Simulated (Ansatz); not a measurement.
Consider Si₇Ni₄ (interface cell).

The calculation's input:

```
crystal:
  lattice:
    - [3.8679403878, 0.0, 0.0]
    - [0.0, 6.6994692723, 0.0]
    - [0.0, 0.0, 27.351775438]
  atoms:
    - { symbol: Si, position: [0.0, 0.3333333333, 0.018280349] }
    - { symbol: Si, position: [-0.5, 0.8333333333, 0.018280349] }
    - { symbol: Si, position: [-0.5, 0.5, 0.0471464834] }
    - { symbol: Si, position: [0.0, 1.0, 0.0471464834] }
    - { symbol: Si, position: [-0.5, 0.5, 0.1337448865] }
    - { symbol: Si, position: [-1.0, 1.0, 0.1337448865] }
    - { symbol: Si, position: [-1.0, 0.6666666667, 0.1626110209] }
    - { symbol: Si, position: [-0.5, 1.1666666667, 0.1626110209] }
    - { symbol: Si, position: [-1.0, 0.6666666667, 0.2492094241] }
    - { symbol: Si, position: [-1.5, 1.1666666667, 0.2492094241] }
    - { symbol: Si, position: [-1.5, 0.8333333333, 0.2780755584] }
    - { symbol: Si, position: [-1.0, 1.3333333333, 0.2780755584] }
    - { symbol: Si, position: [-1.5, 0.8333333333, 0.3646739616] }
    - { symbol: Si, position: [-2.0, 1.3333333333, 0.3646739616] }
    - { symbol: Si, position: [-2.0, 1.0, 0.393540096] }
    - { symbol: Si, position: [-1.5, 1.5, 0.393540096] }
    - { symbol: Si, position: [-2.0, 1.0, 0.4801384991] }
    - { symbol: Si, position: [-2.5, 1.5, 0.4801384991] }
    - { symbol: Si, position: [-2.5, 1.1666666667, 0.5090046335] }
    - { symbol: Si, position: [-2.0, 1.6666666667, 0.5090046335] }
    - { symbol: Ni, position: [-2.0, 1.6666666667, 0.5967503086] }
    - { symbol: Ni, position: [-2.0, 1.0242085645, 0.6241631156] }
    - { symbol: Si, position: [-2.0, 1.3550787339, 0.6328687253] }
    - { symbol: Si, position: [-2.5, 1.8550787339, 0.6438194138] }
    - { symbol: Ni, position: [-2.5, 1.5242085645, 0.6525250236] }
    - { symbol: Ni, position: [-2.5, 1.1666666667, 0.6799378306] }
    - { symbol: Ni, position: [-2.0, 1.7518994256, 0.6897883712] }
    - { symbol: Ni, position: [-2.0, 1.3943575278, 0.7172011782] }
    - { symbol: Si, position: [-2.0, 1.0634873583, 0.7259067879] }
    - { symbol: Si, position: [-2.5, 1.5634873584, 0.7368574764] }
    - { symbol: Ni, position: [-2.5, 1.8943575278, 0.7455630861] }
    - { symbol: Ni, position: [-2.5, 1.2518994256, 0.7729758932] }
    - { symbol: Ni, position: [-2.0, 1.6666666667, 0.7828264337] }
    - { symbol: Ni, position: [-2.0, 1.0242085645, 0.8102392407] }
    - { symbol: Si, position: [-2.0, 1.3550787339, 0.8189448505] }
    - { symbol: Si, position: [-2.5, 1.8550787339, 0.829895539] }
    - { symbol: Ni, position: [-2.5, 1.5242085645, 0.8386011487] }
    - { symbol: Ni, position: [-2.5, 1.1666666667, 0.8660139557] }
    - { symbol: Ni, position: [-2.0, 1.7518994256, 0.8758644963] }
    - { symbol: Ni, position: [-2.0, 1.3943575278, 0.9032773033] }
    - { symbol: Si, position: [-2.0, 1.0634873583, 0.911982913] }
    - { symbol: Si, position: [-2.5, 1.5634873584, 0.9229336016] }
    - { symbol: Ni, position: [-2.5, 1.8943575278, 0.9316392113] }
    - { symbol: Ni, position: [-2.5, 1.2518994256, 0.9590520183] }
basis:
  ecutwfc: 420
kpoints:
  mp_grid: { grid: [9, 5, 1] }
hamiltonian:
  xc: pbe
scf:
  occupations: { method: gaussian, width: 0.1 }
output:
  forces: true
  stress: true
  eigenvalues: true
  populations: true
  write_density: true
  write_potential: true
  elf: true
  volumetric_format: npy
relax:
  adjacent_minimum: "off"
  f_tol: 0.02
  max_steps: 70
  cell: { fix: [a, b, gamma, alpha, beta], stress_tol: 0.15 }
```

Run with:

```sh
ansatz run input.yaml --threads 8 --pin off --max-ram 20480MiB --backend cpu --events-out ev --progress --plain --runs-dir out
```

The fields are those of the run's last geometry, not of the input's.

Computed without spin polarisation.

All numbers below come from DFT PBE, scalar-relativistic, plane waves, PAW (Ansatz 0.2.0).

**What will maps of the valence pseudo-density and electron localisation function show?**

Si–Ni (2.20 Å): the density is about 0.57 e/Å³ at the midpoint; the ELF peaks at about 0.75 between the atoms.
Si–Ni (2.20 Å): ρ at the midpoint is about 0.57 e/Å³; the ELF peaks at about 0.75 between the atoms.
Si–Ni (2.27 Å): the density is about 0.51 e/Å³ at the midpoint; the ELF peaks at about 0.75 in the valence shell of Si, 0.9 Å from its nucleus, and is about 0.50 at the midpoint.

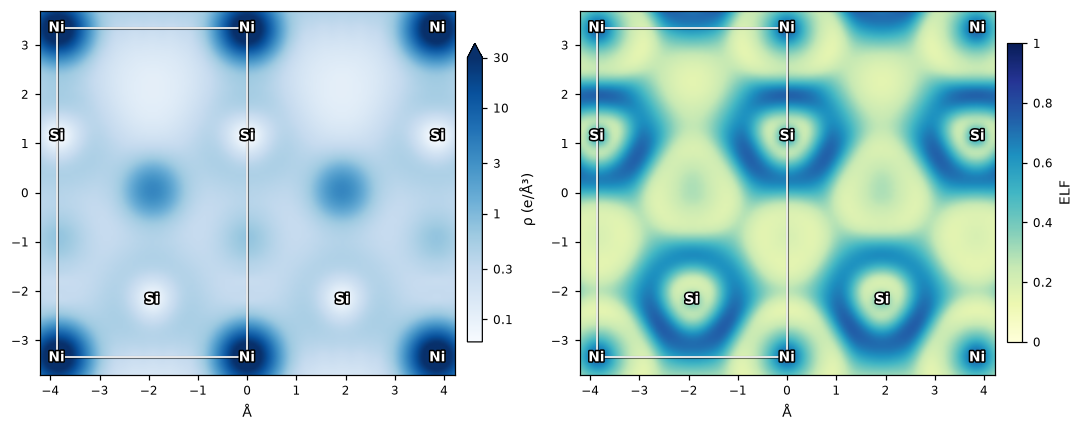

Computed valence pseudo-density and electron localisation function on the (001) plane of the calculation cell, in this order. Atoms just off the plane (Ni, 0.6 Å away) can leave unmarked features too.

In a PAW calculation such maps are meaningful between the atoms, not at the nuclei.
